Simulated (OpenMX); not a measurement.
```xyz
4
Lattice="0.0000 2.9693 -2.9693 5.9386 0.0000 0.0000 0.0000 -2.9693 -2.9693" Properties=species:S:1:pos:R:3 pbc="T T T"
Sn    2.9693    0.0000   -2.9693
Sn    0.0000    0.0000    0.0000
Se    2.9693   -2.9340   -2.9340
Se    0.0000    0.0354   -2.9340
```

Space group Imm2; changed on purpose from its base cell (atom 2 moved by [0.0, 0.0354, 0.0354] A); spin-polarised.

Level of theory: Kohn-Sham DFT of a periodic cell, LDA-PW92, OpenMX 2013 LDA set (OpenMX 3.8.5).

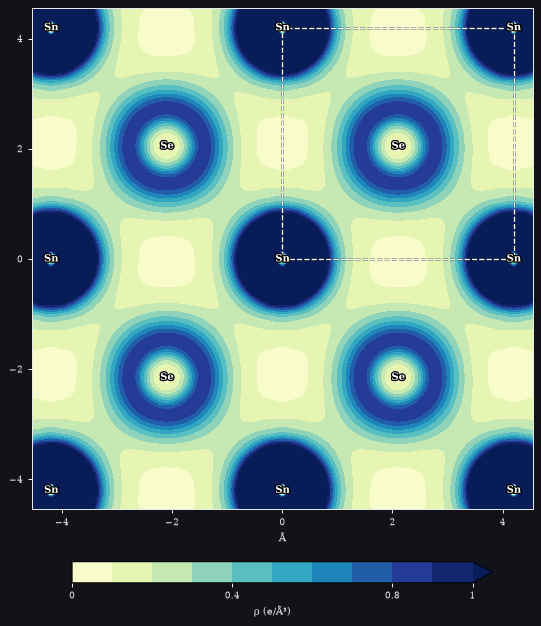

SnSe. Valence electron density on the (010) plane of the conventional cell.

Q: What does the map show?

A:
- The section cuts through Sn and Se sites.
- Sn–Se (2.93 Å): the density is about 0.24 e/Å³ at the midpoint.
- Sn–Se (3.00 Å): ρ is about 0.21 e/Å³ halfway.
- Between the atoms the lowest density in this plane is 0.06 e/Å³.
